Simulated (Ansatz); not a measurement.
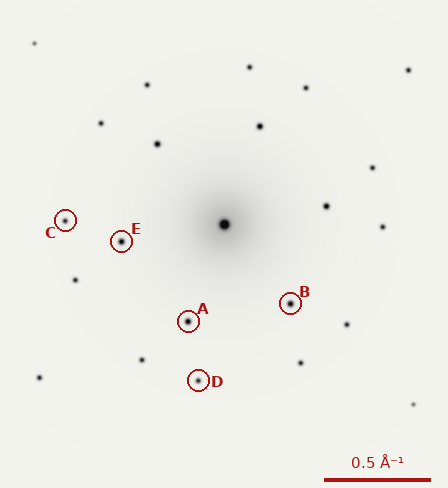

Computed electron diffraction pattern, 200 kV, single scattering only, B = 1 Å². The zone axis points towards the electron source and the pattern is seen from the source side.

Crystal: Ir, space group Pm-3n (No. 223), a = 4.961 Å. Structure: coordinates from a relaxation with Ansatz 0.2.0, DFT, revPBE, plane waves (420 eV) with PAW, scalar-relativistic; the starting structure was generated, so it need not be a known form of this composition.

Spot A is indexed -2 1 1 and spot B -1 -1 2.

Q: Index the other marked spots.

A: C = (4/3)A − (5/3)B = -1 3 -2 (d = 1.326 Å). D = (4/3)A + (1/3)B = -3 1 2 (d = 1.326 Å). E = A − B = -1 2 -1 (d = 2.025 Å).

Q: Find the zone axis.

A: The cross product of A and B is parallel to [111]; every spot obeys hu + kv + lw = 0.

Q: What are the spacings of A and B and the angle between them?

A: d(A) = 2.025 Å, d(B) = 2.025 Å, and the angle is 60.0°.
